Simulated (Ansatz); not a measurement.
# Sr3TiO: what the fields show

Input

```
crystal:
  lattice:
    - [5.2288810127, 0.0, 0.0]
    - [0.0, 5.2288810127, 0.0]
    - [0.0, 0.0, 5.2288810127]
  atoms:
    - { symbol: Sr, position: [0.0, 0.5, 0.5] }
    - { symbol: Sr, position: [0.5, 0.0, 0.5] }
    - { symbol: Sr, position: [0.5, 0.5, 0.0] }
    - { symbol: Ti, position: [0.0, 0.0, 0.0], spin: 2.64 }
    - { symbol: O, position: [0.5, 0.5, 0.5] }
basis:
  ecutwfc: 420
kpoints:
  mp_grid: { grid: [8, 8, 8] }
hamiltonian:
  xc: pbesol
scf:
  occupations: { method: gaussian, width: 0.1 }
output:
  forces: true
  stress: true
  eigenvalues: true
  populations: true
  write_density: true
  write_potential: true
  elf: true
  volumetric_format: npy
magnetization:
  spin_polarized: true
relax:
  adjacent_minimum: "off"
  f_tol: 0.005
  max_steps: 80
  cell: { stress_tol: 0.05 }
```

Command:

```sh
ansatz run input.yaml --threads 2 --pin off --max-ram 6144MiB --backend cpu --events-out ev --progress --plain --runs-dir out
```

Below, planes, directions and counts refer to the conventional cell (a = 5.18 Å, b = 5.18 Å, c = 5.18 Å, α = 90.00°, β = 90.00°, γ = 90.00°).

The fields are those of the run's last geometry, not of the input's.

Space group Pm-3m; spin-polarised.

These are results of Ansatz 0.2.0, DFT PBEsol, scalar-relativistic, plane waves, PAW, not measurements.

The density is the valence pseudo-density of a PAW calculation; it isn't the true density close to the nuclei.

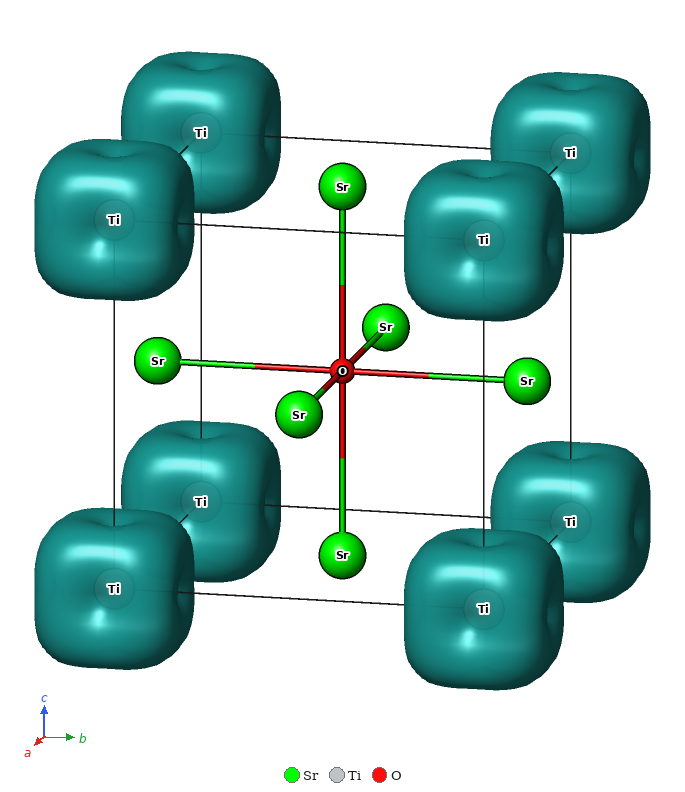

Figure 1. Isosurface of the spin density at +0.08 e/Å³ (teal), seen slightly off an axis. Sticks mark near contacts.

Q: Describe the spin distribution.

A: The spin density sits on Ti: +2.3 μB in one cell of 5 atoms, with smaller moments on Sr (up to +0.06 μB): parallel main moments, as they must be, since the calculation's own cell holds one magnetic site. The cell of the calculation (5 atoms) carries 3.7 μB of net spin moment.

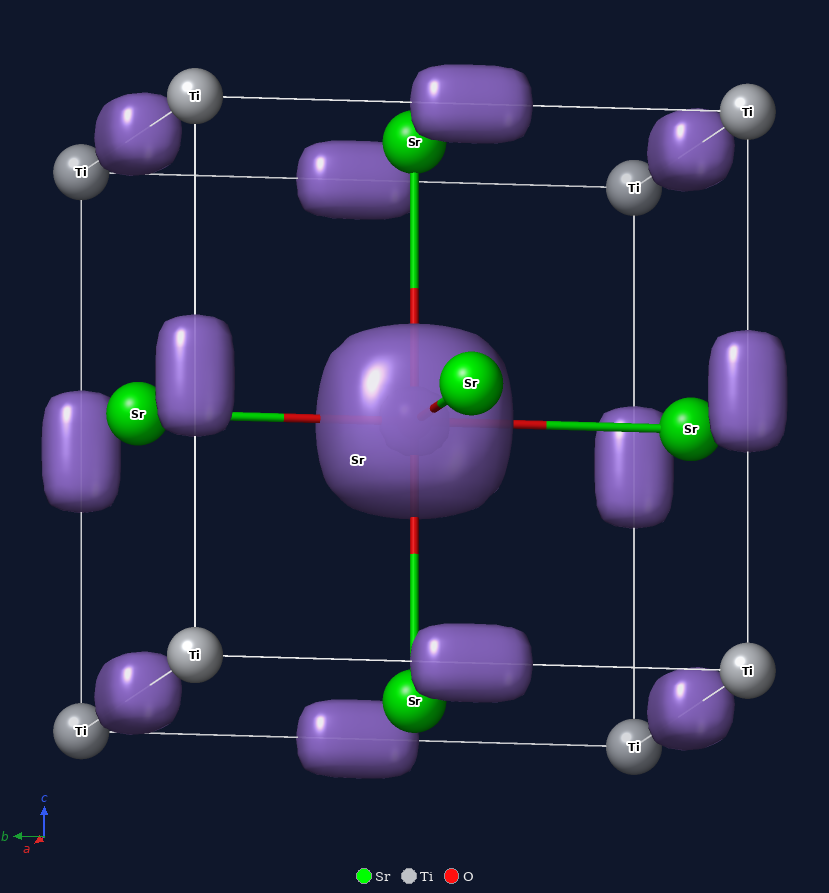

Figure 2. Isosurface of the ELF at 0.65 (purple), seen at an oblique angle. Only the valence region is drawn (cores and ρ < 0.01 e/Å³ removed). Sticks mark near contacts.

Q: What do the ELF domains correspond to?

A: At this value the surface marks out one region wrapped around O (its valence shell) and three pockets between the atoms, centred on no nucleus (multi-centre or interstitial), counted in one cell of 5 atoms. Any copies at cell faces, edges or corners count once.


Sr–O (2.59 Å): the ELF is about 0.10 at the midpoint: no shared electron pair shows on this line. Sr–Ti (3.66 Å): the ELF is about 0.30 at the midpoint (no localised pair shows between them).

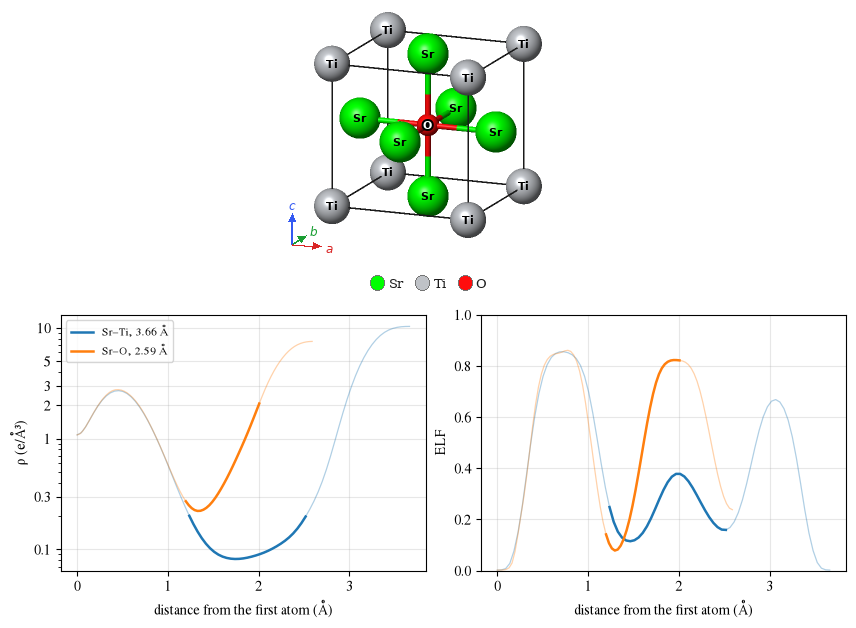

Figure 3. Valence pseudo-density and electron localisation function along straight lines between neighbouring atoms. Thin, pale parts lie inside the atomic spheres. The structure is drawn too.

Q: What can be read from the curves?

A: Sr–Ti (3.66 Å): ρ is about 0.08 e/Å³ halfway; the ELF is about 0.30 at the midpoint; no shared electron pair shows on this line.
Sr–O (2.59 Å): ρ is about 0.23 e/Å³ halfway; the ELF is about 0.10 at the midpoint (no localised pair shows between them).

Q: Does the calculation give a band gap?

A: It is gapless in this calculation (a metal or semimetal); semilocal functionals without U, or without the true magnetic order, often close the gap of such compounds.
